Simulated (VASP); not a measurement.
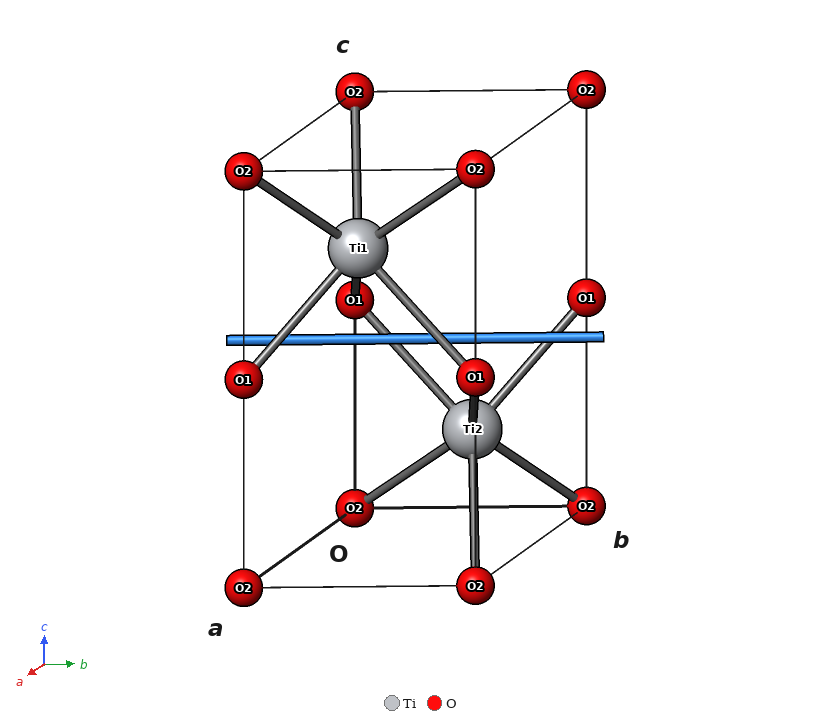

For TiO, a cell listed in the Materials Project, as set up for an electronic-structure calculation: the coloured rod is the axis of a symmetry operation of the crystal. Symmetry computed with spglib at a tolerance of 0.002 Å; standard conventional cell.

a = 2.852 Å, b = 2.852 Å, c = 5.568 Å, α = 90.00°, β = 90.00°, γ = 120.00°.

```
atom       x       y       z
 Ti1  0.6667  0.3333  0.7500
 Ti2  0.3333  0.6667  0.2500
  O1  0.0000  0.0000  0.5000
  O2  0.0000  0.0000  0.0000
```

Take the operation x, y, z → −x+1, −x+y+1, −z+1.

What kind of operation is it, and where does it lie?

Answer. It is a 2₁ screw rotation with translation (0, 1/2, 0), about the line along [0 1 0] through (1/2, 1/2, 1/2).

Onto which atom does it carry each atom (up to whole multiples of a, b and c)?

Answer. Ti1 → Ti2, Ti2 → Ti1, O1 → O1, O2 → O2.
